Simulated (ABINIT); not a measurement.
**Al2Pt: geometry relaxation (part 1 of 3)**

- system: Al2Pt (3 atoms in the cell)
- method: Kohn-Sham DFT of a periodic cell, PBE, JTH PAW PBE v2.0, no spin polarisation (ABINIT 10.8.3)

The structure derives from an entry of the Crystallography Open Database.

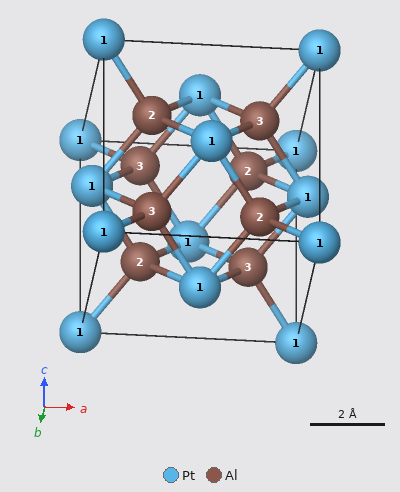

Figure 1. The starting structure (ball-and-stick view of the cell 4 times as large as that of the calculation, set on its symmetry axes, seen at an oblique angle; atoms are numbered from 1 in the order of the input). Near neighbours in the crystal (not all of them lie inside the picture): Pt has 8 Al at 2.56 Å; Al has 4 Pt at 2.56 Å.

## Key numbers

```json
{"quantity": "outcome", "value": "converged"}
{"quantity": "space group (tolerance 0.01 Å)", "value": "Fm-3m (225)"}
{"quantity": "electrons treated", "value": "16"}
{"quantity": "free energy", "value": "−852.5469 eV"}
{"quantity": "Fermi energy", "value": "7.672 eV"}
{"quantity": "gap on the k-point mesh", "value": "none (metallic)"}
{"quantity": "pressure", "value": "0.00 GPa"}
{"quantity": "final volume", "value": "52.52 Å³"}
{"quantity": "largest force (length of the vector) at the end", "value": "under 0.001 eV/Å"}
{"quantity": "final cell", "value": "a = 4.203 Å, b = 4.203 Å, c = 4.203 Å, α = 60.00°, β = 60.00°, γ = 60.00°"}
{"quantity": "hardware", "value": "1 thread of Intel Xeon (Sapphire Rapids), 64 GiB of memory available, shared host"}
{"quantity": "wall time", "value": "52 s"}
{"quantity": "peak memory", "value": "0.12 GiB"}
```

## Notes

Spin–orbit coupling is left out, which matters for Pt.

## The input
```
# Pseudopotentials
pp_dirpath "./"
pseudos "Pt.GGA_PBE-JTH.xml, Al.GGA_PBE-JTH.xml"

# Structure
acell 4.1790010768 4.1790010768 4.1790010768 Angstrom
rprim
     0.0000000000     0.7071067812     0.7071067812
     0.7071067812     0.0000000000     0.7071067812
     0.7071067812     0.7071067812     0.0000000000
ntypat 2
znucl 78 13
natom 3
typat 1 2 2
chkprim 0
chksymtnons 0
tolsym 1.0e-6
xred
            0.0            0.0            0.0
            3/4            3/4            3/4
            1/4            1/4            1/4

# Plane-wave basis
ecut 435.382180 eV
pawecutdg 32.0
pawxcdev 0
ecutsm 0.5

# k points
kptopt 1
ngkpt 6 6 6
nshiftk 1
shiftk 0.0 0.0 0.0

# Exchange and correlation
ixc 11

# Bands and occupations
nband 12
occopt 3
tsmear 0.05 eV

# SCF cycle
nstep 80
tolvrs 1.0e-10

# Output
iomode 3
prteig 0
prtebands 0
prtwf 0
prtden 0

# Relaxation
ionmov 2
optcell 2
ntime 50
tolmxf 2.0e-5
dilatmx 1.08
```

Launched with:
```bash
abinit run.abi > log 2>&1
```

## The program's output
```
.Version 10.8.3 of ABINIT
 Symmetries : space group Fm -3 m (#225); Bravais cF (face-center cubic)
================================================================================
 Values of the parameters that define the memory need of the present run
     intxc =       0    ionmov =       2      iscf =      17    lmnmax =      18
     lnmax =       6     mgfft =      32  mpssoang =       3    mqgrid =    3001
     natom =       3  nloc_mem =       2    nspden =       1   nspinor =       1
    nsppol =       1      nsym =      48    n1xccc =       1    ntypat =       2
    occopt =       3   xclevel =       2
       mpw =        1356          nfft =       32768          nkpt =          16
 PAW method is used; the additional fine FFT grid is defined by:
   mgfftf=        45    nfftf =     91125
================================================================================
================================================================================

--------------------------------------------------------------------------------
------------- Echo of variables that govern the present computation ------------
--------------------------------------------------------------------------------
 -outvars: echo values of preprocessed input variables --------
            acell      7.8971675150E+00  7.8971675150E+00  7.8971675150E+00 Bohr
              amu      1.95080000E+02  2.69815390E+01
          chkprim           0
      chksymtnons           0
          dilatmx      1.08000000E+00
             ecut      1.60000000E+01 Hartree
           ecutsm      5.00000000E-01 Hartree
           ionmov           2
              ixc          11
         kptrlatt        6    0    0      0    6    0      0    0    6
          kptrlen      4.73830051E+01
            natom           3
            nband          12
            ngfft          32      32      32
          ngfftdg          45      45      45
             nkpt          16
            nstep          80
             nsym          48
            ntime          50
           ntypat           2
           occopt           3
          optcell           2
        pawecutdg      3.20000000E+01 Hartree
         pawxcdev           0
           prtden           0
        prtebands           0
           prteig           0
            prtwf           0
            rprim      0.0000000000E+00  7.0710678120E-01  7.0710678120E-01
                       7.0710678120E-01  0.0000000000E+00  7.0710678120E-01
                       7.0710678120E-01  7.0710678120E-01  0.0000000000E+00
          spgroup         225
           tolmxf      2.00000000E-05
           tolsym      1.00000000E-06
           tolvrs      1.00000000E-10
           tsmear      1.83746611E-03 Hartree
            typat      1  2  2
           useylm           1
           xangst      0.0000000000E+00  0.0000000000E+00  0.0000000000E+00
                       4.4325000001E+00  4.4325000001E+00  4.4325000001E+00
                       1.4775000000E+00  1.4775000000E+00  1.4775000000E+00
            xcart      0.0000000000E+00  0.0000000000E+00  0.0000000000E+00
                       8.3762110532E+00  8.3762110532E+00  8.3762110532E+00
                       2.7920703511E+00  2.7920703511E+00  2.7920703511E+00
             xred      0.0000000000E+00  0.0000000000E+00  0.0000000000E+00
                       7.5000000000E-01  7.5000000000E-01  7.5000000000E-01
                       2.5000000000E-01  2.5000000000E-01  2.5000000000E-01
            znucl       78.00000   13.00000

================================================================================

 chkinp: Checking input parameters for consistency.

================================================================================
== DATASET  1 ==================================================================

--- !DatasetInfo
iteration_state: {dtset: 1, }
dimensions: {natom: 3, nkpt: 16, mband: 12, nsppol: 1, nspinor: 1, nspden: 1, mpw: 1356, }
cutoff_energies: {ecut:  16.0, pawecutdg:  32.0, }
electrons: {nelect:   1.60000000E+01, charge:   0.00000000E+00, occopt:   3.00000000E+00, tsmear:   1.83746611E-03, }
meta: {optdriver: 0, ionmov: 2, optcell: 2, iscf: 17, paral_kgb: 0, }
...

 Exchange-correlation functional for the present dataset will be:
  GGA: Perdew-Burke-Ernzerhof functional - ixc=11
  J.P.Perdew, K.Burke, M.Ernzerhof, PRL 77, 3865 (1996)

 Real(R)+Recip(G) space primitive vectors, cartesian coordinates (Bohr,Bohr^-1):
 R(1)=  0.0000000  5.5841407  5.5841407  G(1)= -0.0895393  0.0895393  0.0895393
 R(2)=  5.5841407  0.0000000  5.5841407  G(2)=  0.0895393 -0.0895393  0.0895393
 R(3)=  5.5841407  5.5841407  0.0000000  G(3)=  0.0895393  0.0895393 -0.0895393
 Unit cell volume ucvol=  3.4825636E+02 bohr^3
 Angles (23,13,12)=  6.00000000E+01  6.00000000E+01  6.00000000E+01 degrees

 Coarse grid specifications (used for wave-functions):

 getcut: wavevector=  0.0000  0.0000  0.0000  ngfft=  32  32  32
         ecut(hartree)=     18.662   => boxcut(ratio)=   2.08367

 Fine grid specifications (used for densities):

 getcut: wavevector=  0.0000  0.0000  0.0000  ngfft=  45  45  45
         ecut(hartree)=     37.325   => boxcut(ratio)=   2.02590

--- Pseudopotential description ------------------------------------------------
- pspini: atom type   1  psp file is ./Pt.GGA_PBE-JTH.xml
 Pseudopotential format is: paw10
 basis_size (lnmax)=  6 (lmn_size= 18), orbitals=   0   0   1   1   2   2
 Spheres core radius: rc_sph= 2.51621648
 Shapefunction is SIN type: shapef(r)=[sin(pi*r/rshp)/(pi*r/rshp)]**2
 Radius for shape functions =  2.25451594
 Compensation charge density is not taken into account in XC energy/potential

- pspini: atom type   2  psp file is ./Al.GGA_PBE-JTH.xml
 Pseudopotential format is: paw10
 basis_size (lnmax)=  4 (lmn_size=  8), orbitals=   0   0   1   1
 Spheres core radius: rc_sph= 1.90363307
 Shapefunction is SIN type: shapef(r)=[sin(pi*r/rshp)/(pi*r/rshp)]**2
 Radius for shape functions =  1.60786206
 Compensation charge density is not taken into account in XC energy/potential

   3.93415017E+02                                ecore*ucvol(ha*bohr**3)
--------------------------------------------------------------------------------

================================================================================

=== [ionmov= 2] Broyden-Fletcher-Goldfarb-Shanno method (forces)
================================================================================

--- Iteration: ( 1/50) Internal Cycle: (1/1)
--------------------------------------------------------------------------------

---SELF-CONSISTENT-FIELD CONVERGENCE--------------------------------------------

--- !BeginCycle
iteration_state: {dtset: 1, itime: 1, icycle: 1, }
solver: {iscf: 17, nstep: 80, nline: 4, wfoptalg: 10, }
tolerances: {tolvrs: 1.00E-10, }
...

     iter   Etot(hartree)      deltaE(h)  residm     nres2
 ETOT  1  -31.281004207951    -3.128E+01 4.437E-02 1.448E+01
 ETOT  2  -31.399457589320    -1.185E-01 7.805E-03 1.152E+01
 ETOT  3  -31.320659975474     7.880E-02 3.619E-03 4.260E-01
 ETOT  4  -31.330861202409    -1.020E-02 1.941E-03 4.534E-01
 ETOT  5  -31.331116384441    -2.552E-04 3.339E-03 3.205E-01
 ETOT  6  -31.330327456402     7.889E-04 6.109E-04 7.300E-02
 ETOT  7  -31.330185404388     1.421E-04 7.861E-04 3.641E-03
 ETOT  8  -31.330309273282    -1.239E-04 1.601E-04 1.326E-02
 ETOT  9  -31.330281011907     2.826E-05 1.910E-04 2.806E-03
 ETOT 10  -31.330273787342     7.225E-06 5.789E-05 3.686E-04
 ETOT 11  -31.330275257460    -1.470E-06 1.182E-04 3.197E-06
 ETOT 12  -31.330275323985    -6.652E-08 3.943E-05 5.776E-06
 ETOT 13  -31.330275321324     2.660E-09 9.104E-05 9.712E-07
 ETOT 14  -31.330275320224     1.101E-09 2.909E-05 4.852E-09
 ETOT 15  -31.330275321366    -1.142E-09 7.226E-05 7.814E-08
 ETOT 16  -31.330275321235     1.314E-10 3.111E-05 4.550E-09
 ETOT 17  -31.330275321267    -3.237E-11 5.743E-05 2.451E-10
 ETOT 18  -31.330275321267     3.553E-13 4.123E-05 8.580E-11

 At SCF step   18       nres2   =  8.58E-11 < tolvrs=  1.00E-10 =>converged.

 Cartesian components of stress tensor (hartree/bohr^3)
  sigma(1 1)= -8.12438700E-05  sigma(3 2)=  0.00000000E+00
  sigma(2 2)= -8.12438700E-05  sigma(3 1)=  0.00000000E+00
  sigma(3 3)= -8.12438700E-05  sigma(2 1)=  0.00000000E+00

--- !ResultsGS
iteration_state: {dtset: 1, itime: 1, icycle: 1, }
comment   : Summary of ground state results
lattice_vectors:
- [  0.0000000,   5.5841407,   5.5841407, ]
- [  5.5841407,   0.0000000,   5.5841407, ]
- [  5.5841407,   5.5841407,   0.0000000, ]
lattice_lengths: [   7.89717,    7.89717,    7.89717, ]
lattice_angles: [ 60.000,  60.000,  60.000, ] # degrees, (23, 13, 12)
lattice_volume:   3.4825636E+02
convergence: {deltae:  3.553E-13, res2:  8.580E-11, residm:  4.123E-05, diffor: null, }
etotal    :  -3.13302753E+01
entropy   :   0.00000000E+00
fermie    :   2.89399313E-01
cartesian_stress_tensor: # hartree/bohr^3
- [ -8.12438700E-05,   0.00000000E+00,   0.00000000E+00, ]
- [  0.00000000E+00,  -8.12438700E-05,   0.00000000E+00, ]
- [  0.00000000E+00,   0.00000000E+00,  -8.12438700E-05, ]
pressure_GPa:   2.3903E+00
xred      :
- [  0.0000E+00,   0.0000E+00,   0.0000E+00, Pt]
- [  7.5000E-01,   7.5000E-01,   7.5000E-01, Al]
- [  2.5000E-01,   2.5000E-01,   2.5000E-01, Al]
cartesian_forces: # hartree/bohr
- [ -0.00000000E+00,  -0.00000000E+00,  -0.00000000E+00, ]
- [ -0.00000000E+00,  -0.00000000E+00,  -0.00000000E+00, ]
- [ -0.00000000E+00,  -0.00000000E+00,  -0.00000000E+00, ]
force_length_stats: {min:   0.00000000E+00, max:   0.00000000E+00, mean:   0.00000000E+00, }
...

 Integrated electronic density in atomic spheres:
 ------------------------------------------------
 Atom  Sphere_radius  Integrated_density
    1        2.51622          8.88481098
    2        1.90363          0.75527322
    3        1.90363          0.75527322

---OUTPUT-----------------------------------------------------------------------

 Cartesian coordinates (xcart) [bohr]
  0.00000000000000E+00  0.00000000000000E+00  0.00000000000000E+00
  8.37621105322055E+00  8.37621105322055E+00  8.37621105322055E+00
  2.79207035107352E+00  2.79207035107352E+00  2.79207035107352E+00
 Reduced coordinates (xred)
  0.00000000000000E+00  0.00000000000000E+00  0.00000000000000E+00
  7.50000000000000E-01  7.50000000000000E-01  7.50000000000000E-01
  2.50000000000000E-01  2.50000000000000E-01  2.50000000000000E-01
 Cartesian forces (fcart) [Ha/bohr]; max,rms= 0.00000E+00 0.00000E+00 (free atoms)
 -0.00000000000000E+00 -0.00000000000000E+00 -0.00000000000000E+00
 -0.00000000000000E+00 -0.00000000000000E+00 -0.00000000000000E+00
 -0.00000000000000E+00 -0.00000000000000E+00 -0.00000000000000E+00
 Gradient of E wrt nuclear positions in reduced coordinates (gred)
  0.00000000000000E+00  0.00000000000000E+00  0.00000000000000E+00
  0.00000000000000E+00  0.00000000000000E+00  0.00000000000000E+00
  0.00000000000000E+00  0.00000000000000E+00  0.00000000000000E+00
 Scale of Primitive Cell (acell) [bohr]
  7.89716751502571E+00  7.89716751502571E+00  7.89716751502571E+00
 Real space primitive translations (rprimd) [bohr]
  0.00000000000000E+00  5.58414070214704E+00  5.58414070214704E+00
  5.58414070214704E+00  0.00000000000000E+00  5.58414070214704E+00
  5.58414070214704E+00  5.58414070214704E+00  0.00000000000000E+00
 Unitary Cell Volume (ucvol) [Bohr^3]=  3.48256357520444E+02
 Angles (23,13,12)= [degrees]
  6.00000000000000E+01  6.00000000000000E+01  6.00000000000000E+01
 Lengths [Bohr]
  7.89716751517595E+00  7.89716751517595E+00  7.89716751517595E+00
 Stress tensor in cartesian coordinates (strten) [Ha/bohr^3]
 -8.12438699721581E-05  0.00000000000000E+00  0.00000000000000E+00
  0.00000000000000E+00 -8.12438699721581E-05  0.00000000000000E+00
  0.00000000000000E+00  0.00000000000000E+00 -8.12438699721568E-05
 Total energy (etotal) [Ha]= -3.13302753212669E+01

--- Iteration: ( 2/50) Internal Cycle: (1/1)
--------------------------------------------------------------------------------

---SELF-CONSISTENT-FIELD CONVERGENCE--------------------------------------------

--- !BeginCycle
iteration_state: {dtset: 1, itime: 2, icycle: 1, }
solver: {iscf: 17, nstep: 80, nline: 4, wfoptalg: 10, }
tolerances: {tolvrs: 1.00E-10, }
...

     iter   Etot(hartree)      deltaE(h)  residm     nres2
 ETOT  1  -31.330748005102    -3.133E+01 4.918E-05 7.247E-02
 ETOT  2  -31.330675258728     7.275E-05 3.047E-05 5.014E-02
 ETOT  3  -31.330392427035     2.828E-04 6.750E-05 1.771E-03
 ETOT  4  -31.330437224186    -4.480E-05 3.766E-05 1.810E-03
 ETOT  5  -31.330437326684    -1.025E-07 6.171E-05 9.253E-04
 ETOT  6  -31.330437765833    -4.391E-07 4.256E-05 9.433E-05
 ETOT  7  -31.330438432837    -6.670E-07 7.136E-05 1.843E-04
 ETOT  8  -31.330438227783     2.051E-07 4.713E-05 6.972E-05
 ETOT  9  -31.330438142165     8.562E-08 7.126E-05 1.039E-05
 ETOT 10  -31.330438238491    -9.633E-08 5.386E-05 3.101E-05
 ETOT 11  -31.330438174136     6.435E-08 5.961E-05 1.278E-06
 ETOT 12  -31.330438179969    -5.832E-09 7.103E-05 6.741E-08
 ETOT 13  -31.330438180923    -9.541E-10 5.831E-05 6.302E-08
 ETOT 14  -31.330438180723     2.003E-10 7.903E-05 5.579E-10
 ETOT 15  -31.330438180780    -5.678E-11 7.951E-05 5.108E-10
 ETOT 16  -31.330438180798    -1.822E-11 8.383E-05 6.298E-09
 ETOT 17  -31.330438180780     1.750E-11 4.777E-05 6.792E-10
 ETOT 18  -31.330438180779     8.171E-13 4.270E-05 2.125E-10
 ETOT 19  -31.330438180779     7.923E-13 3.700E-05 3.530E-12

 At SCF step   19       nres2   =  3.53E-12 < tolvrs=  1.00E-10 =>converged.

 Cartesian components of stress tensor (hartree/bohr^3)
  sigma(1 1)= -4.65527657E-05  sigma(3 2)=  0.00000000E+00
  sigma(2 2)= -4.65527657E-05  sigma(3 1)=  0.00000000E+00
  sigma(3 3)= -4.65527657E-05  sigma(2 1)=  0.00000000E+00

--- !ResultsGS
iteration_state: {dtset: 1, itime: 2, icycle: 1, }
comment   : Summary of ground state results
lattice_vectors:
- [  0.0000000,   5.5977510,   5.5977510, ]
- [  5.5977510,   0.0000000,   5.5977510, ]
- [  5.5977510,   5.5977510,   0.0000000, ]
lattice_lengths: [   7.91642,    7.91642,    7.91642, ]
lattice_angles: [ 60.000,  60.000,  60.000, ] # degrees, (23, 13, 12)
lattice_volume:   3.5080900E+02
convergence: {deltae:  7.923E-13, res2:  3.530E-12, residm:  3.700E-05, diffor: null, }
etotal    :  -3.13304382E+01
entropy   :   0.00000000E+00
fermie    :   2.86262221E-01
cartesian_stress_tensor: # hartree/bohr^3
- [ -4.65527657E-05,   0.00000000E+00,   0.00000000E+00, ]
- [  0.00000000E+00,  -4.65527657E-05,   0.00000000E+00, ]
- [  0.00000000E+00,   0.00000000E+00,  -4.65527657E-05, ]
pressure_GPa:   1.3696E+00
xred      :
- [  0.0000E+00,   0.0000E+00,   0.0000E+00, Pt]
- [  7.5000E-01,   7.5000E-01,   7.5000E-01, Al]
- [  2.5000E-01,   2.5000E-01,   2.5000E-01, Al]
cartesian_forces: # hartree/bohr
- [ -1.05693461E-31,   1.05693461E-31,  -2.74020084E-32, ]
- [  9.39497431E-32,  -9.39497431E-32,   1.72241196E-31, ]
- [  1.17437179E-32,  -1.17437179E-32,  -1.44839187E-31, ]
force_length_stats: {min:   1.45788271E-31, max:   2.17531924E-31, mean:   1.71761429E-31, }
...

 Integrated electronic density in atomic spheres:
 ------------------------------------------------
 Atom  Sphere_radius  Integrated_density
    1        2.51622          8.86122724
    2        1.90363          0.74555091
    3        1.90363          0.74555091

---OUTPUT-----------------------------------------------------------------------
```
